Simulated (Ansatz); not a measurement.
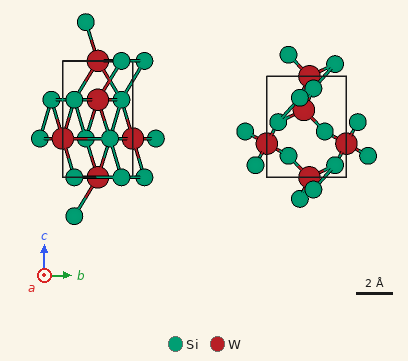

Two geometries of a crystal of Si$_{2}$W (built on the quartz_152 type) (coarse preliminary run), drawn at one scale. One is the start of a relaxation, the other its converged end. A ball-and-stick model of the cell of the calculation, seen along the a axis.

These are results of DFT PBE, scalar-relativistic, plane waves, PAW (Ansatz), not measurements. Settings: plane-wave cutoff 420 eV; k-point mesh 6 × 6 × 4; occupations gaussian; smearing width 0.1 eV; no spin polarisation; cell and atoms relaxed; force threshold 0.04 eV/Å; at most 70 steps.

**Which geometry has the lower energy?**

The left one is the relaxed one. Case: quartz type (P3_121, No. 152). Over 12 accepted moves (13 points after the start) the energy falls by 9885 meV per atom. The largest force component goes from 13 to 0.011 eV/Å. Pressure: 208.64 GPa at the start and 0.00 GPa at the end. The SCF was repeated once at an unchanged geometry on a basis and grid sized afresh for the cell, which shifted the energy by 0.9 meV per atom at most. The largest moves relative to the cell, 1.53 Å, are those of Si atoms. Largest moves by element: Si 1.53 Å, W 0.16 Å. The drawn cell changes as follows: a = b 5.242 → 4.616 Å (−11.9 %), c 5.767 → 6.641 Å (+15.2 %); the volume changes by −10.7 %. Among the contacts that change: Si–W 4.496 → 2.653 Å, Si–Si 2.779 → 4.617 Å, Si–Si 2.820 → 4.569 Å, Si–Si 2.784 → 4.178 Å. New bonds form: Si–W (3.76 → 2.69 Å), Si–W (3.85 → 2.59 Å), Si–W (4.50 → 2.65 Å). Among the angles between lasting bonds that change: W–Si–W 144.0° → 75.2°, Si–W–Si 110.9° → 59.1°, Si–W–Si 108.3° → 126.1°. The space group (tolerance 0.01 Å) goes from P3_121 (No. 152) to P6_422 (No. 181). The run took 3.8 min on 1 thread of Arm Neoverse V2, on a shared host, peak memory 0.41 GiB.
